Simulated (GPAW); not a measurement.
# C K ELNES/XANES of rock-salt (TiC)₁₋ₓ(ZrC)ₓ at x = 1 from DFT, part 2 of 2

What does the C K edge look like in rock-salt (TiC)₁₋ₓ(ZrC)ₓ at x = 1?

GPAW 26.7.0; X-ray absorption from dipole matrix elements to empty bands, plane-wave PAW PBE.

So far. Step 2 (The field without a hole): The mesh shows no gap, so the system is treated as a metal and the core electron is put at the Fermi level (neutral cell).

### 4. Spectrum with XCH, C atom 2

The holes are 6.6 Å apart. In GPAW the data set carries the hole's charge, so charge=0 means a charged cell and charge=-1 a neutral one. The excited electron is kept in the cell, where it fills the lowest empty states and screens the hole. After the field has converged, empty bands are computed with the density fixed and the dipole matrix elements are summed.

The absorber has 6 Zr at 2.35 Å (octahedral).

xas.py reads:

```python
import numpy as np
from ase import Atoms
from ase.parallel import parprint, paropen
from gpaw import GPAW, PW, FermiDirac, Mixer, MixerDif, setup_paths
from gpaw.test import gen
setup_paths.insert(0, '.')
gen('C', name='fch1s', xcname='PBE', corehole=(1, 0, 1), write_xml=True)
from gpaw.mpi import world
world.barrier()

atoms = Atoms('ZrCZrCZrCZrCZrCZrCZrCZrC',
    cell=[[0, 4.7, 4.7],
     [4.7, 0, 4.7],
     [4.7, 4.7, 0]],
    scaled_positions=[[0, 0, 0],
     [0.75, 0.25, 0.25],
     [0, 0, 0.5],
     [0.75, 0.25, 0.75],
     [0, 0.5, 0],
     [0.75, 0.75, 0.25],
     [0, 0.5, 0.5],
     [0.75, 0.75, 0.75],
     [0.5, 0, 0],
     [0.25, 0.25, 0.25],
     [0.5, 0, 0.5],
     [0.25, 0.25, 0.75],
     [0.5, 0.5, 0],
     [0.25, 0.75, 0.25],
     [0.5, 0.5, 0.5],
     [0.25, 0.75, 0.75]],
    pbc=True)
atoms.calc = calc = GPAW(legacy_gpaw=True, mode=PW(500, force_complex_dtype=True), xc='PBE', setups={1: 'fch1s'},
    kpts={'size': (4, 4, 4), 'gamma': True}, occupations=FermiDirac(0.1),
    charge=-1, mixer=Mixer(0.1, 5, 50), maxiter=150,
    convergence={'density': 0.0001, 'eigenstates': 1e-6}, txt='scf.txt')
energy = atoms.get_potential_energy() + calc.get_reference_energy()
ef = calc.get_fermi_level()
out = dict(energy=energy, fermi=ef, forces=atoms.get_forces().tolist())
parprint(f'all-electron energy {energy:.4f} eV, Fermi level {ef:.4f} eV')
ev = np.array([[calc.get_eigenvalues(k, s) for k in range(len(calc.get_ibz_k_points()))] for s in range(calc.get_number_of_spins())])
out['homo'], out['lumo'], out['counts'] = ev[ev < ef].max(), ev[ev > ef].min(), sorted(set((ev < ef).sum((0, 2)).tolist()))
out['filled'] = (ev[:, 0] < ef).sum(1).tolist()

from ase.units import Ha
from gpaw.xas import dipole_matrix_elements
nb = int(calc.get_number_of_electrons() / 2) + 148
top, nb = nb, nb + 8 + nb // 12
nscf = calc.fixed_density(kpts={'size': (6, 6, 6), 'gamma': True}, nbands=nb,
    convergence={'bands': top, 'eigenstates': 5e-3}, maxiter=60, txt='nscf.txt')
cell = atoms.cell.array
ops = [cell.T @ U.T @ np.linalg.inv(cell.T) for U in nscf.wfs.kd.symmetry.op_scc]
E = np.arange(-6, 30, 0.1)
fwhm = np.interp(E, [4, 25], [0.9, 3.5])
Y, X, zero, highest = 0, 0, 1e9, 1e9
for spin in range(nscf.get_number_of_spins()):
    wfs = nscf.wfs
    mine = wfs.bd.get_slice()  # this rank's bands
    A = dipole_matrix_elements(wfs.setups[1])
    eps = np.zeros((wfs.kd.nibzkpts, nb))
    d = np.zeros((3, A.shape[1], wfs.kd.nibzkpts, nb), complex)
    for kpt in wfs.kpt_u:
        if kpt.s == spin and 1 in kpt.P_ani:
            eps[kpt.k, mine] = kpt.eps_n * Ha
            d[:, :, kpt.k, mine] = (kpt.weight * wfs.nspins / 2) ** 0.5 * np.inner(A, kpt.P_ani[1])
    world.sum(eps)
    world.sum(d)
    T = np.einsum('amkn,bmkn->abkn', d, d.conj()).real
    T = sum(np.einsum('ai,ijkn,bj->abkn', R, T, R) for R in ops) / len(ops)
    empty = eps > ef
    zero, highest = min(zero, eps[empty].min()), min(highest, eps[:, top - 1].min())
    lines = [(eps, T, empty)] if spin == 0 else lines + [(eps, T, empty)]
for eps, T, empty in lines:
    f = np.einsum('aakn->akn', T).reshape(3, -1)
    x = eps.ravel() - zero
    w = np.interp(x, E, fwhm) / 2.35482
    g = np.exp(-0.5 * ((E[:, None] - x) / w) ** 2) / (w * (2 * np.pi) ** 0.5)
    Y = Y + (f * empty.ravel()) @ g.T
    X = X + (f * ~empty.ravel()) @ g.T
out.update(E=E.round(2).tolist(), xas=Y.tolist(), xes=X.tolist(), zero=zero, valid=highest - zero, nk=len(eps), nb=nb)
for i in range(0, len(E), 10):
    parprint(f'{E[i]:7.2f}', *(f'{v:10.3e}' for v in Y[:, i]))
import json
with paropen('out.json', 'w') as f:
    json.dump(out, f)
```

Started as:

```bash
$ OMP_NUM_THREADS=1 mpirun -n 4 gpaw python xas.py
```

Numbers of over 12 decimals in the logs are rounded to 6 here.

Output:

```text
Input parameters:
  charge: -1
  convergence: {density: 0.0001,
                eigenstates: 1e-06}
  kpts: {gamma: True,
         size: (4, 4, 4)}
  maxiter: 150
  mixer: {backend: pulay,
          beta: 0.1,
          method: separate,
          nmaxold: 5,
          weight: 50}
  mode: {ecut: 500.0,
         force_complex_dtype: True,
         name: pw}
  occupations: {fixmagmom: False,
                name: fermi-dirac,
                width: 0.1}
  setups: {1: fch1s}
  xc: PBE

Initialize ...

[... PAW data sets ...]

Reference energy: -791065.222924  # eV

Spin-paired calculation

[... convergence settings ...]
Symmetries present (total): 8
  [... symmetry matrices ...]

64 k-points: 4 x 4 x 4 Monkhorst-Pack grid + [1/8,1/8,1/8]
13 k-points in the irreducible part of the Brillouin zone
       k-points in crystal coordinates                weights
   0:     0.00000000    0.00000000    0.00000000          1/64
   1:     0.00000000    0.25000000    0.25000000          2/64
   2:     0.00000000    0.50000000    0.50000000          1/64
   3:     0.25000000    0.25000000    0.00000000          4/64
   4:     0.25000000    0.25000000    0.25000000          8/64
   5:     0.25000000    0.50000000   -0.25000000          4/64
   6:     0.25000000    0.50000000    0.25000000          8/64
   7:     0.25000000    0.50000000    0.50000000          8/64
   8:     0.50000000    0.25000000   -0.25000000          2/64
   9:     0.50000000    0.25000000    0.25000000          4/64
          ...
  12:     0.50000000    0.50000000    0.50000000          4/64

Wave functions: Plane wave expansion
  Cutoff energy: 500.000 eV
  Number of coefficients (min, max): 5209, 5297
  Pulay-stress correction: 0.000000 eV/Ang^3 (de/decut=0.000000)
  Using FFTW library
  Wavefunction extrapolation:
    Improved wavefunction reuse through dual PAW basis

Occupation numbers: Fermi-Dirac:
  width: 0.1000  # eV

Eigensolver
   Davidson(niter=2)

Densities:
  Coarse grid: 35*35*35 grid
  Fine grid: 70*70*70 grid
  Total Charge: 0.000000

Density mixing:
  Method: separate
  Backend: pulay
  Linear mixing parameter: 0.1
  old densities: 5
  Width of damping distribution: 1.1
  Damping of long wavelength oscillations: 50

[... Hamiltonian set-up ...]
Number of atoms: 16
Number of atomic orbitals: 136
Number of bands in calculation: 82
Number of valence electrons: 129
Bands to converge: occupied

... initialized

Initializing position-dependent things.

Density initialized from atomic densities
Creating initial wave functions:
  82 bands from LCAO basis set

                             C
                      C

                       C
                C     Zr   C

              Zr    C
                Zr    C

         Zr   C     Zr
             Zr

              Zr
       Zr

Atomic positions and initial magnetic moments

Positions:
   0 Zr     0.000000    0.000000    0.000000    ( 0.0000,  0.0000,  0.0000)
   1 C      2.350000    4.700000    4.700000    ( 0.0000,  0.0000,  0.0000)
   2 Zr     2.350000    2.350000    0.000000    ( 0.0000,  0.0000,  0.0000)
   3 C      4.700000    7.050000    4.700000    ( 0.0000,  0.0000,  0.0000)
   4 Zr     2.350000    0.000000    2.350000    ( 0.0000,  0.0000,  0.0000)
   5 C      4.700000    4.700000    7.050000    ( 0.0000,  0.0000,  0.0000)
   6 Zr     4.700000    2.350000    2.350000    ( 0.0000,  0.0000,  0.0000)
[...]
13 C      4.700000    2.350000    4.700000    ( 0.0000,  0.0000,  0.0000)
  14 Zr     4.700000    4.700000    4.700000    ( 0.0000,  0.0000,  0.0000)
  15 C      7.050000    4.700000    4.700000    ( 0.0000,  0.0000,  0.0000)

Unit cell:
           periodic     x           y           z      points  spacing
  1. axis:    yes    0.000000    4.700000    4.700000    35     0.1551
  2. axis:    yes    4.700000    0.000000    4.700000    35     0.1551
  3. axis:    yes    4.700000    4.700000    0.000000    35     0.1551

  Lengths:   6.646804   6.646804   6.646804
  Angles:   60.000000  60.000000  60.000000

Effective grid spacing dv^(1/3) = 0.1692

iter:   1  -187.800170
iter:   2  -174.657558   -0.42  -0.87
iter:   3  -163.346130   +0.07  -0.99
iter:   4  -163.435551   -1.13  -1.45
iter:   5  -163.636284   -1.77  -1.45
iter:   6  -163.766036   -0.98  -1.48
iter:   7  -163.427556   -1.65  -2.00
iter:   8  -163.431938   -2.58  -2.12
iter:   9  -163.417680c  -3.16  -2.64
iter:  10  -163.417049c  -3.03  -2.61
iter:  11  -163.416187c  -4.20  -3.08
iter:  12  -163.415668c  -4.20  -3.26
iter:  13  -163.415616c  -5.33  -3.49
iter:  14  -163.415688c  -4.78  -3.69
iter:  15  -163.415612c  -5.92  -3.85
iter:  16  -163.415584c  -5.76  -4.12c
iter:  17  -163.415593c  -6.77c -4.10c

Converged after 17 iterations.

Dipole moment: (-0.086220, 0.000000, 0.000000) |e|*Ang

Energy contributions relative to reference atoms: (reference = -791065.222924)

Kinetic:       +118.842201
Potential:     -140.740496
External:        +0.000000
XC:            -143.996032
Entropy (-ST):   -0.107732
Local:           +2.532599
SIC:             +0.000000
--------------------------
Free energy:   -163.469459
Extrapolated:  -163.415593

Showing only first 2 kpts
 Kpt  Band  Eigenvalues  Occupancy
  0    62     10.57970    1.65006
  0    63     10.57970    1.65006
  0    64     11.29690    0.00721
  0    65     11.29690    0.00721

  1    62      9.99447    1.99878
  1    63     10.41863    1.91872
  1    64     10.41865    1.91871
[...]
Fermi level: 10.73478

No gap
No difference between direct/indirect transitions

Forces in eV/Ang:
  0 Zr   -0.14388   -0.00000   -0.00000
  1 C     0.00024    0.00000    0.00000
  2 Zr    0.00000    0.14389    0.00000
  3 C     0.00000   -0.00001    0.00000
  4 Zr    0.00000    0.00000    0.14389
  5 C     0.00000    0.00000   -0.00001
  6 Zr    0.00001    0.00000    0.00000
[...]
13 C     0.00000    0.00001    0.00000
 14 Zr    0.14389    0.00000    0.00000
 15 C    -0.00000    0.00000    0.00000
Scalar-relativistic atomic PBE calculation for C (Carbon, Z=6)
Core hole in 1s state (1s occupation: 1.0)
300 radial gridpoints.
|------------------------------------------------|
|------------------------------------------------|
[... the atom generator's iteration count ...]

Energy contributions:
-------------------------
Kinetic:      +26.485384
XC:            -3.485579
Potential:    -49.578981
-------------------------
Total:        -26.579177

state      eigenvalue         ekin         rmax
-----------------------------------------------
1s^1.0 :   -12.360196    17.354082        0.168
2s^2.0 :    -1.099219     2.380344        1.061
2p^2.0 :    -0.784094     2.185307        0.924
-----------------------------------------------
(units: Bohr and Hartree)

Generating PAW setup
Kinetic energy of the core from tauc = 17.362309
Cutoffs:
rc(s)=1.200
rc(p)=1.200
rc(d)=1.200
rc(vbar)=1.080
rc(comp)=1.200
rc(nct)=1.200

Kinetic energy of the core states: 17.354082
Charge: 1.0
Core electrons: 1.0
Valence electrons: 4.0
Pseudo-core charge: 0.009353
Shape function alpha=6.944
Pseudo-electron charge 3.959458
state    eigenvalue         norm
--------------------------------
2s(2) :    -1.099219     1.082315
*s    :    -0.099219
2p(2) :    -0.784094     0.892738
*p    :     0.215906
*d    :     0.000000
--------------------------------

Diagonalizing with gridspacing h=0.050

state   all-electron     PAW
-------------------------------
2s:      -1.099219    -1.100079
2p:      -0.784094    -0.785584
*d:                   -0.070724
*f:                   -0.014625
-------------------------------
all-electron energy -791228.6385 eV, Fermi level 10.7348 eV
[...]
27.00  3.024e-04  3.024e-04  3.024e-04
  28.00  2.615e-04  2.615e-04  2.615e-04
  29.00  1.931e-04  1.931e-04  1.931e-04
```

It took 5.6 min on 4 MPI ranks of Arm Neoverse V1, shared host; peak memory 0.65 GiB.

The C K spectrum, C atom 2, excited-electron core hole (neutral cell) (energy from the lowest empty level; intensity scaled to a mean of 1 over the first 20 eV):

| E (eV) | intensity |
| --- | --- |
| -2.0 | 0.00 |
| -0.5 | 0.10 |
| 1.0 | 0.83 |
| 2.5 | 1.27 |
| 4.0 | 2.09 |
| 5.5 | 0.76 |
| 7.0 | 1.15 |
| 8.5 | 1.77 |
| 10.0 | 1.32 |
| 11.5 | 1.11 |
| 13.0 | 1.29 |
| 14.5 | 0.68 |
| 16.0 | 0.42 |
| 17.5 | 0.29 |
| 19.0 | 0.32 |
| 20.5 | 0.35 |
| 22.0 | 0.46 |
| 23.5 | 0.73 |
| 25.0 | 1.07 |
| 26.5 | 1.36 |
| 28.0 | 1.18 |
| 29.5 | 0.72 |

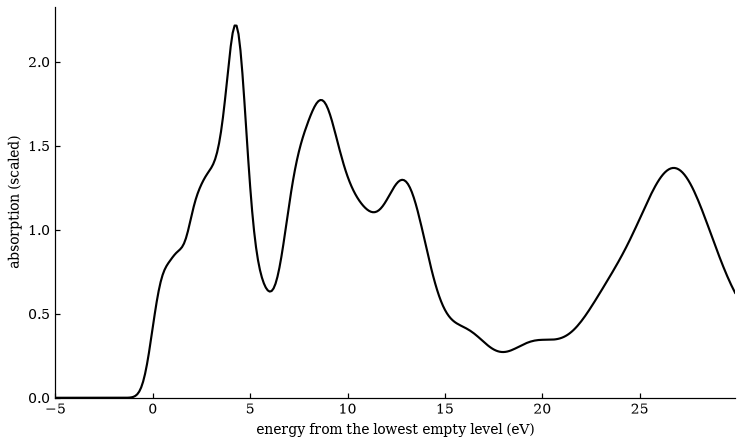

The C K edge, C atom 2, excited-electron core hole (neutral cell): main maxima at 4.2, 8.6 and 12.8 eV.

Main maxima below 24 eV (height): 4.2 eV (2.22), 8.6 eV (1.77) and 12.8 eV (1.30). A K edge sees empty p states; the first features are C p mixed into the empty d states of the Zr neighbours, and the broad ones above probably into the cations' higher empty bands.

The total-energy difference is 287.91 eV. One term is added: -6.71 eV, since the hole is spin-paired here and a spin-polarised one costs that much less in the free atom (computed apart). The photon energy is then 281.20 eV. The functional leaves an error of a few eV in such absolute values.

### 5. Results

- absorber and edge: C K, atom 2 of the ground-state input (counted from 1)
- surroundings: 6 Zr at 2.35 Å (octahedral)
- highest intensity below 16 eV: 4.2 eV above the zero, height 2.22
- photon energy of the zero, with the added terms: 281.2 eV (raw 287.9 eV; uncertain by a few eV)

**Reading.** The C K edge of atom 2, with 6 Zr at 2.35 Å (octahedral), has its highest intensity of the first 16 eV at 4.2 eV above the zero, near 285 eV in photon energy (uncertain by a few eV), 2.2 times the mean level of the first 20 eV (Gaussian full width 0.9 eV up to 4 eV, rising linearly to 3.5 eV at 25 eV).

[Banner, clock and machine lines of the logs are left out without a mark of their own.]

[Logs are printed without paths, hosts, clocks, repeated set-up lines and the standing remarks that a program may print on its own settings, such as how far it seeks lower states.]

[Hosts, paths, dates, database ids (printed as entryN), source tags and the programs' standing remarks are cut or masked in the printed files.]

[Lists of maxima count a maximum above −3 eV only where it reaches 4 % of the highest in the window and stands out from its surroundings by 2 % of it (1.5 % where it reaches 55 %); shoulders and weaker maxima are passed over, and of the rest the first, up to two pre-edge ones and the few strongest are named.]
